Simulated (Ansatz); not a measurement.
## Single-point calculation of V3Si (part 2 of 2)

V3Si (8 atoms in the cell); DFT PBE, scalar-relativistic, plane waves, PAW, spin-polarised (Ansatz 0.2.0); cutoff 420 eV, 8×8×8 k-mesh, Gaussian smearing of 0.05 eV, collinear spins. The structure derives from an entry of the Crystallography Open Database.

Geometry of the input (Å; fractional positions):
```
4.7008  0.0000  0.0000
0.0000  4.7008  0.0000
0.0000  0.0000  4.7008
V  0.2500  0.0000  0.5000
V  0.5000  0.7500  0.0000
V  0.7500  0.0000  0.5000
V  0.5000  0.2500  0.0000
V  0.0000  0.5000  0.7500
V  0.0000  0.5000  0.2500
Si 0.0000  0.0000  0.0000
Si 0.5000  0.5000  0.5000
```

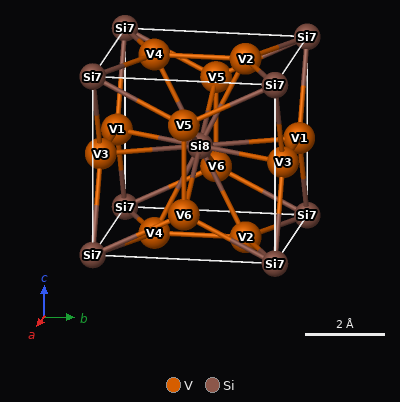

Fig. 1: The structure (ball-and-stick view of the cell of the calculation, seen slightly off an axis; atoms are numbered from 1 in the order of the input).

Log, continued
```
SCF iter   1: F=—  HF=-18750.626969 eV  |F-HF|=—  |Δ(HF+E_count)|=         —  Δρ=5.51e-2 (↑5.51e-2 ↓5.51e-2)  dr2=4.38e0  dr2_m=1.70e0  M=-0.000 μB ∫|m|=2.936 μB  β_m=0.30  ethr=3.10e-3  ⟨swp⟩=5.8  Hψ=47481  notcnv=0  defer=145
preconditioner: auto → Kerker (q_TF=auto, 2.644 Å⁻¹)  [metal: Δε(μ)=0.003 eV  Ē_g=4.821 eV  σ=0.050 eV  W_gap=0.04  n_scr=26 (ndim 8)  ℏωp=22.5 eV  f_vac=0.000  D(μ)=13.53/eV (n_scr^D=202)]
spin=Collinear: Kerker preconditioning applied to the charge; magnetization (m = ρ↑ − ρ↓) channel mixes plain (no charge-response kernel on spin).
SCF iter   2: F=—  HF=-18749.856465 eV  |F-HF|=—  |Δ(HF+E_count)|=   7.71e-1  Δρ=3.72e-2 (↑3.72e-2 ↓3.72e-2)  dr2=1.42e0  dr2_m=9.40e-1  M=0.000 μB ∫|m|=2.763 μB  β_m=0.30  ethr=3.10e-3  ⟨swp⟩=2.0  Hψ=20610  notcnv=0  defer=1528
SCF iter   3: F=—  HF=-18749.626684 eV  |F-HF|=—  |Δ(HF+E_count)|=   2.30e-1  Δρ=2.49e-2 (↑2.49e-2 ↓2.48e-2)  dr2=3.32e-1  dr2_m=5.12e-1  M=-0.000 μB ∫|m|=2.646 μB  β_m=0.30  ethr=1.65e-3  ⟨swp⟩=2.8  Hψ=21895  notcnv=0  defer=1528
SCF iter   4: F=—  HF=-18749.646053 eV  |F-HF|=—  |Δ(HF+E_count)|=   1.94e-2  Δρ=2.04e-2 (↑2.03e-2 ↓2.04e-2)  dr2=1.10e-1  dr2_m=3.76e-1  M=0.000 μB ∫|m|=2.340 μB  β_m=0.30  ethr=3.86e-4  ⟨swp⟩=2.7  Hψ=20623  notcnv=0  defer=1538
SCF iter   5: F=—  HF=-18749.679162 eV  |F-HF|=—  |Δ(HF+E_count)|=   3.31e-2  Δρ=1.66e-2 (↑1.66e-2 ↓1.66e-2)  dr2=7.09e-3  dr2_m=2.58e-1  M=0.000 μB ∫|m|=2.121 μB  β_m=0.30  ethr=1.28e-4  ⟨swp⟩=2.1  Hψ=17636  notcnv=0  defer=1564
SCF iter   6: F=—  HF=-18749.706606 eV  |F-HF|=—  |Δ(HF+E_count)|=   2.74e-2  Δρ=1.39e-2 (↑1.39e-2 ↓1.39e-2)  dr2=1.53e-3  dr2_m=1.82e-1  M=0.000 μB ∫|m|=1.920 μB  β_m=0.30  ethr=8.24e-6  ⟨swp⟩=2.0  Hψ=22950  notcnv=0  defer=1564
SCF iter   7: F=—  HF=-18749.728343 eV  |F-HF|=—  |Δ(HF+E_count)|=   2.17e-2  Δρ=1.18e-2 (↑1.18e-2 ↓1.18e-2)  dr2=5.59e-5  dr2_m=1.33e-1  M=0.000 μB ∫|m|=1.732 μB  β_m=0.30  ethr=1.77e-6  ⟨swp⟩=2.0  Hψ=24892  notcnv=0  defer=1564
SCF iter   8: F=—  HF=-18749.746029 eV  |F-HF|=—  |Δ(HF+E_count)|=   1.77e-2  Δρ=1.02e-2 (↑1.02e-2 ↓1.02e-2)  dr2=1.00e-4  dr2_m=9.90e-2  M=-0.000 μB ∫|m|=1.561 μB  β_m=0.30  ethr=6.50e-8  ⟨swp⟩=3.0  Hψ=26909  notcnv=0  defer=1564
SCF iter   9: F=—  HF=-18749.759575 eV  |F-HF|=—  |Δ(HF+E_count)|=   1.35e-2  Δρ=8.85e-3 (↑8.83e-3 ↓8.85e-3)  dr2=3.85e-5  dr2_m=7.44e-2  M=0.000 μB ∫|m|=1.409 μB  β_m=0.30  ethr=6.50e-8  ⟨swp⟩=3.0  Hψ=26000  notcnv=0  defer=1564
SCF iter  10: F=—  HF=-18749.770081 eV  |F-HF|=—  |Δ(HF+E_count)|=   1.05e-2  Δρ=7.72e-3 (↑7.72e-3 ↓7.71e-3)  dr2=1.20e-5  dr2_m=5.66e-2  M=0.000 μB ∫|m|=1.271 μB  β_m=0.30  ethr=4.48e-8  ⟨swp⟩=3.0  Hψ=26337  notcnv=0  defer=1564
Mixer restart at iter 10: flushing history
spin-set hold released at iteration 10 (site moments contracting): the magnetisation degrees of freedom join the quasi-Newton model from the next iteration; the mixer history was flushed
SCF iter  11: F=—  HF=-18749.778359 eV  |F-HF|=—  |Δ(HF+E_count)|=   8.28e-3  Δρ=6.77e-3 (↑6.77e-3 ↓6.77e-3)  dr2=2.65e-5  dr2_m=4.36e-2  M=0.000 μB ∫|m|=1.147 μB  β_m=0.31  ethr=1.39e-8  ⟨swp⟩=3.0  Hψ=28790  notcnv=0  defer=1564
SCF iter  12: F=—  HF=-18749.799922 eV  |F-HF|=—  |Δ(HF+E_count)|=   2.16e-2  Δρ=3.91e-3 (↑3.91e-3 ↓3.73e-3)  dr2=2.60e-4  dr2_m=1.38e-2  M=-0.000 μB ∫|m|=0.708 μB  β_m=0.64  ethr=1.39e-8  ⟨swp⟩=4.0  Hψ=32955  notcnv=0  defer=1564
SCF iter  13: F=—  HF=-18749.812317 eV  |F-HF|=—  |Δ(HF+E_count)|=   1.24e-2  Δρ=1.47e-3 (↑6.64e-4 ↓1.47e-3)  dr2=6.07e-3  dr2_m=3.51e-4  M=0.001 μB ∫|m|=0.148 μB  β_m=0.57  ethr=1.39e-8  ⟨swp⟩=4.0  Hψ=34345  notcnv=0  defer=1573
SCF iter  14: F=—  HF=-18749.812217 eV  |F-HF|=—  |Δ(HF+E_count)|=   1.01e-4  Δρ=6.71e-4 (↑6.71e-4 ↓4.00e-4)  dr2=2.09e-4  dr2_m=2.58e-4  M=-0.000 μB ∫|m|=0.121 μB  β_m=0.78  ethr=1.39e-8  ⟨swp⟩=3.0  Hψ=28023  notcnv=0  defer=1564
SCF iter  15: F=—  HF=-18749.812770 eV  |F-HF|=—  |Δ(HF+E_count)|=   5.54e-4  Δρ=5.23e-4 (↑3.33e-4 ↓5.23e-4)  dr2=9.44e-4  dr2_m=5.72e-5  M=-0.000 μB ∫|m|=0.040 μB  β_m=0.81  ethr=1.39e-8  ⟨swp⟩=3.0  Hψ=28110  notcnv=0  defer=1564
SCF iter  16: F=—  HF=-18749.812828 eV  |F-HF|=—  |Δ(HF+E_count)|=   5.72e-5  Δρ=4.73e-4 (↑4.73e-4 ↓3.66e-4)  dr2=1.09e-3  dr2_m=2.96e-5  M=-0.000 μB ∫|m|=0.029 μB  β_m=0.72  ethr=1.39e-8  ⟨swp⟩=3.0  Hψ=25798  notcnv=0  defer=1564
SCF iter  17: F=—  HF=-18749.812799 eV  |F-HF|=—  |Δ(HF+E_count)|=   2.87e-5  Δρ=1.74e-4 (↑1.74e-4 ↓1.54e-4)  dr2=1.15e-4  dr2_m=1.07e-5  M=-0.000 μB ∫|m|=0.020 μB  β_m=0.86  ethr=1.39e-8  ⟨swp⟩=2.5  Hψ=23370  notcnv=0  defer=1569
SCF iter  18: F=—  HF=-18749.812803 eV  |F-HF|=—  |Δ(HF+E_count)|=   4.13e-6  Δρ=6.07e-5 (↑5.23e-5 ↓6.07e-5)  dr2=7.58e-6  dr2_m=1.49e-6  M=0.000 μB ∫|m|=0.008 μB  β_m=0.77  ethr=1.39e-8  ⟨swp⟩=2.0  Hψ=21850  notcnv=0  defer=1567
SCF iter  19: F=—  HF=-18749.812785 eV  |F-HF|=—  |Δ(HF+E_count)|=   1.78e-5  Δρ=3.37e-5 (↑3.37e-5 ↓1.84e-5)  dr2=3.46e-6  dr2_m=2.64e-7  M=0.000 μB ∫|m|=0.004 μB  β_m=0.82  ethr=8.82e-9  ⟨swp⟩=2.0  Hψ=17248  notcnv=0  defer=1566
SCF iter  20: F=—  HF=-18749.812786 eV  |F-HF|=—  |Δ(HF+E_count)|=   5.62e-7  Δρ=3.63e-5 (↑2.84e-5 ↓3.63e-5)  dr2=7.11e-6  dr2_m=1.17e-7  M=0.000 μB ∫|m|=0.002 μB  β_m=0.67  ethr=4.02e-9  ⟨swp⟩=2.0  Hψ=16184  notcnv=0  defer=1567
iter 21 did not close the SCF: its close was put off for a magnetic moment that had not settled (scf_convergence_deferred on its scf_iter line)
SCF iter  21: F=-18749.812786 eV  HF=-18749.812786 eV  |F-HF|=5.88e-8  |Δ(HF+E_count)|=   2.26e-7  Δρ=8.95e-6 (↑7.84e-6 ↓8.95e-6)  dr2=3.93e-8  dr2_m=6.23e-8  M=0.000 μB ∫|m|=0.001 μB  β_m=0.83  ethr=1.16e-10  ⟨swp⟩=8.7  Hψ=56914  notcnv=0
iter 22 did not close the SCF: its close was put off for a magnetic moment that had not settled (scf_convergence_deferred on its scf_iter line)
SCF iter  22: F=-18749.812786 eV  HF=-18749.812786 eV  |F-HF|=2.57e-8  |Δ(HF+E_count)|=   1.96e-7  Δρ=3.67e-6 (↑3.67e-6 ↓2.70e-6)  dr2=3.30e-8  dr2_m=4.41e-9  M=0.000 μB ∫|m|=0.000 μB  β_m=0.81  ethr=4.57e-11  ⟨swp⟩=2.0  Hψ=40920  notcnv=0
SCF iter  23: F=—  HF=-18749.812786 eV  |F-HF|=—  |Δ(HF+E_count)|=   2.49e-8  Δρ=7.03e-6 (↑6.48e-6 ↓7.03e-6)  dr2=2.91e-7  dr2_m=8.01e-10  M=0.000 μB ∫|m|=0.000 μB  β_m=0.52  ethr=3.84e-11  ⟨swp⟩=2.0  Hψ=21520  notcnv=0  recentre
iter 24 did not close the SCF: its close was put off for a magnetic moment that had not settled (scf_convergence_deferred on its scf_iter line)
SCF iter  24: F=-18749.812786 eV  HF=-18749.812786 eV  |F-HF|=1.02e-9  |Δ(HF+E_count)|=   1.53e-8  Δρ=1.13e-6 (↑1.13e-6 ↓8.09e-7)  dr2=2.12e-9  dr2_m=5.77e-10  M=0.000 μB ∫|m|=0.000 μB  β_m=0.75  ethr=3.84e-11  ⟨swp⟩=1.1  Hψ=32258  notcnv=0
SCF iter  25: F=-18749.812786 eV  HF=-18749.812786 eV  |F-HF|=1.82e-11  |Δ(HF+E_count)|=   1.53e-9  Δρ=3.10e-7 (↑3.10e-7 ↓3.01e-7)  dr2=1.23e-10  dr2_m=6.75e-11  M=0.000 μB ∫|m|=0.000 μB  ethr=2.46e-12  ⟨swp⟩=1.0  Hψ=32323  notcnv=0
WARN: the starting moments were not kept: the SCF closed with an absolute magnetisation of 6.5e-5 μB, where they sum to 6 μB in size (6 sites). That is at most 0.1 of that sum. Measured as dr2_m measures the in/out step, that magnetisation stands 3.7e-10 eV from none, at or under the dr2_threshold of 1.0e-7 eV: it is no larger than a step whose dr2_m would equal this threshold. The system may hold no moment; this SCF shows only that its start led to no more than that. To try another start: raise the starting moments (crystal.atoms[].spin, magnetization.per_species, magnetization.initial_magnetization, or on a non-collinear deck that types none of these the spinor_matrix: blocks that start its atoms; where the total moment is fixed, keep their sum and leave initial_magnetization as it is; typed ones take the place of any that the run laid by itself, positive ones on a crystal's lanthanoids without a Hubbard term where scf.initial_density.shell_occupations: [] is typed) or, if the notice of its spin-set hold's release reads "site moments contracting" or "site moments show no strong build", lengthen the hold (scf.mixing.spin_hold: { on: { confirm: 4 } }; for m-r²SCAN on two components see the key's manual first). Each may lead to a state that holds a moment. A second SCF, from the converged charge density, with the starting moments and any scf.initial_density.shell_occupations laid on it anew, would have followed, and was not run: the deck does not ask for one (magnetization.retry_lost_moments is false, the default). To let it run, set magnetization.retry_lost_moments: true and run the deck again, where that key's refused combinations let it; where memory then withholds it, that run's warning says so.
SCF 1 converged in 25 iterations: F = -18749.812786 eV  dr2 = 1.23e-10
  greatest PAW one-centre occupation: 1.000 electrons in one spin orbital (limit 2), on the V atom at site 5 (counted from 0), in its partial waves of l = 0
SCF converged after 25 iterations
Magnetization: 0.0001 μB (43.0000 up, 43.0000 down)
Absolute magnetization: 0.0001 μB (∫|ρ↑−ρ↓|, with the PAW one-centre terms)
Spin contamination: 0.0000 ħ² per cell (⟨S²⟩ above its minimum at these occupations)
Per-site moments (μB) at R_I (Å): [(8.00534212343109e-6, 0.9695345559075002), (8.548356619988594e-6, 0.9695345559075002), (8.005342123414577e-6, 0.9695345559075002), (7.483727358688694e-6, 0.9695345559075002), (5.8351027607459736e-6, 0.9695345559075002), (5.835102760763371e-6, 0.9695345559075002), (-4.962299077536668e-8, 1.0839725867721202), (-7.610502215143117e-8, 1.0839725867721202)]
Free energy (F): -18749.812786 eV
Harris-Foulkes:  -18749.812786 eV  (|F-HF|=1.82e-11)
Internal energy: -18749.793253 eV  (E = F + TS)
E sigma→0 (E₀):  -18749.803020 eV
Entropy (-TS):   -0.019533 eV (-2.442 meV/atom)
Fermi energy:    15.793572 eV
--- Per-component energies (eV) ---
  E_band       = -853.139520
  E_kinetic    = 2111.518089
  E_local      = -6203.409976  (includes V_loc(G=0)·N_el)
  E_nonlocal   = -223.262575
  E_hartree    = 2875.535860
  E_xc         = -898.926955
  E_vxc        = -1093.786148  (∫ρ·V_xc dr)
  E_paw        = -7704.222981  (= ΣΔE_a)
  E_vpaw       = -1195.271476  (= ΣTr[D̂ρ^β])
  E_aug_tail   = 0.001490  (compensation charges beyond the density's cutoff)
  E_ewald      = -8707.026204
  E_smearing   = -0.019533  (= −TS)
  E_closure    = 0.000000  (closes the sum)
  Σ components = -18749.812786   (vs F -18749.812786, Δ=0.00e0)
--- Forces (eV/Å), atoms counted from 1 ---
  atom   1  V     -0.00000144     0.00000112     0.00000000
  atom   2  V      0.00000000     0.00000029     0.00000000
  atom   3  V      0.00000144     0.00000112     0.00000000
  atom   4  V      0.00000000     0.00000071     0.00000000
  atom   5  V      0.00000000    -0.00000123    -0.00000125
  atom   6  V      0.00000000    -0.00000123     0.00000125
  atom   7  Si     0.00000000     0.00000134     0.00000000
  atom   8  Si     0.00000000    -0.00000147     0.00000000
  max |Σ_I F_I| component: 6.38e-7 eV/Å
--- Stress (GPa, compression-positive) ---
       -0.051789       0.000000       0.000000
        0.000000      -0.051783       0.000000
        0.000000       0.000000      -0.051791
  P = ⅓ Tr σ = -0.0518 GPa (-0.518 kbar)
--- Band table (eV; the first three rows and the last of 250) ---
  k-point 0 ↑: bands = ["-47.9719", "-47.8947", "-47.8947", "-47.6794", "-47.6794", "-47.6794", "-22.4786", "-22.4786", "-22.3552", "-21.8879", "-21.8879", "-21.8879", "-21.5972", "-21.5972", "-21.5972", "-21.5828", "-21.5828", "-21.5828", "-21.5081", "-21.5081", "-21.5081", "-21.0511", "-21.0511", "-21.0511", "5.8550", "8.1215", "12.1761", "12.1761", "12.1761", "12.6967", "12.6967", "12.6967", "13.2134", "13.2134", "13.8916", "13.8916", "13.8916", "14.0014", "14.8806", "15.2025", "15.2025", "15.2025", "15.7816", "15.7816", "17.8085", "17.8085", "17.8085", "18.4636", "18.4636", "18.6454", "18.6454", "18.6454", "18.6591", "18.6591", "18.7013", "18.7013"]
  k-point 1 ↑: bands = ["-47.9671", "-47.8969", "-47.8886", "-47.6885", "-47.6794", "-47.6794", "-22.4768", "-22.4523", "-22.3367", "-21.8863", "-21.8863", "-21.8743", "-21.6176", "-21.6176", "-21.5938", "-21.5935", "-21.5600", "-21.5600", "-21.5121", "-21.5121", "-21.5115", "-21.1067", "-21.0512", "-21.0512", "5.9549", "8.0727", "12.0852", "12.1943", "12.1943", "12.4074", "12.7296", "12.7296", "13.1604", "13.4636", "13.9134", "13.9134", "13.9856", "14.0963", "14.9015", "15.2034", "15.2257", "15.2257", "15.8024", "15.8267", "17.6324", "17.7556", "17.7556", "18.3196", "18.3807", "18.5104", "18.5768", "18.5768", "18.6358", "18.6655", "18.6655", "18.7569"]
  k-point 2 ↑: bands = ["-47.9550", "-47.9033", "-47.8694", "-47.7143", "-47.6794", "-47.6794", "-22.4715", "-22.4310", "-22.2278", "-21.8826", "-21.8826", "-21.8371", "-21.6361", "-21.6361", "-21.6241", "-21.5842", "-21.5368", "-21.5368", "-21.5212", "-21.5206", "-21.5206", "-21.2634", "-21.0515", "-21.0515", "6.2408", "7.9113", "11.7418", "11.9367", "12.2192", "12.2192", "12.8410", "12.8410", "13.3760", "13.9393", "13.9886", "13.9886", "14.1332", "14.2804", "14.9593", "15.1990", "15.2250", "15.2250", "15.8058", "15.8732", "17.1039", "17.6520", "17.6520", "18.1341", "18.2275", "18.3258", "18.3679", "18.3887", "18.3887", "18.6322", "18.6322", "18.8414"]
  k-point 124 ↓: bands = ["-47.8013", "-47.8013", "-47.8013", "-47.8013", "-47.8013", "-47.8013", "-21.8323", "-21.8323", "-21.8119", "-21.8119", "-21.8119", "-21.8119", "-21.8119", "-21.8119", "-21.5948", "-21.5948", "-21.5948", "-21.5948", "-21.5948", "-21.5948", "-21.5548", "-21.5548", "-21.5548", "-21.5548", "7.9887", "7.9887", "11.9435", "11.9435", "11.9435", "11.9435", "11.9435", "11.9435", "14.6378", "14.6379", "14.6379", "14.6379", "14.6379", "14.6379", "15.7473", "15.7473", "15.7473", "15.7473", "15.8505", "15.8505", "15.8505", "15.8506", "15.8506", "15.8506", "17.8612", "17.8612", "17.8612", "17.8612", "17.8612", "17.8612", "18.5306", "18.5306"]
--- Löwdin populations: 8 sites ---
  site symbol       q [e]    m [muB]
     0      V     12.6647     0.0000
     1      V     12.6647     0.0000
     2      V     12.6647     0.0000
     3      V     12.6647     0.0000
     4      V     12.6647     0.0000
     5      V     12.6647     0.0000
     6     Si      4.5703    -0.0000
     7     Si      4.5703    -0.0000
  spilling = 0.010132 (of n_electrons = 86.000000)
```

File populations.tsv
```
# site	symbol	l	j	q_up	q_dn
# orbitals = lowdin
# n_electrons = 86.000000
# spilling = 0.010132
0	V	0_3S	-	0.989976	0.989976
0	V	0_4S	-	0.305047	0.305047
0	V	1_3P	-	2.992743	2.992743
0	V	2_3D	-	2.044584	2.044574
1	V	0_3S	-	0.989976	0.989976
1	V	0_4S	-	0.305047	0.305047
1	V	1_3P	-	2.992743	2.992743
1	V	2_3D	-	2.044582	2.044571
2	V	0_3S	-	0.989976	0.989976
2	V	0_4S	-	0.305047	0.305047
2	V	1_3P	-	2.992743	2.992743
2	V	2_3D	-	2.044584	2.044574
3	V	0_3S	-	0.989976	0.989976
3	V	0_4S	-	0.305047	0.305047
3	V	1_3P	-	2.992743	2.992743
3	V	2_3D	-	2.044584	2.044574
4	V	0_3S	-	0.989976	0.989976
4	V	0_4S	-	0.305047	0.305047
4	V	1_3P	-	2.992743	2.992743
4	V	2_3D	-	2.044583	2.044575
5	V	0_3S	-	0.989976	0.989976
5	V	0_4S	-	0.305047	0.305047
5	V	1_3P	-	2.992743	2.992743
5	V	2_3D	-	2.044583	2.044575
6	Si	0_3S	-	0.642247	0.642247
6	Si	1_3P	-	1.642880	1.642881
7	Si	0_3S	-	0.642247	0.642247
7	Si	1_3P	-	1.642880	1.642881
```

Key numbers

- outcome: converged
- space group (tolerance 0.01 Å): Pm-3n (223)
- electrons treated: 86
- free energy: −18749.8128 eV
- Fermi energy: 15.794 eV
- gap on the k-point mesh: none (metallic)
- net moment of the cell: 0.00 μB
- integrated absolute moment: 0.00 μB
- pressure: −0.05 GPa
- largest force (length of the vector): under 0.001 eV/Å
- hardware: 4 threads of Intel Xeon @ 2.50GHz (Skylake/Cascade Lake), 64 GiB of memory available, shared host
- wall time: 1.9 min (CPU time 7.2 min)
- peak memory: 1.2 GiB

Notes

The program warns: some starting moments were not kept.
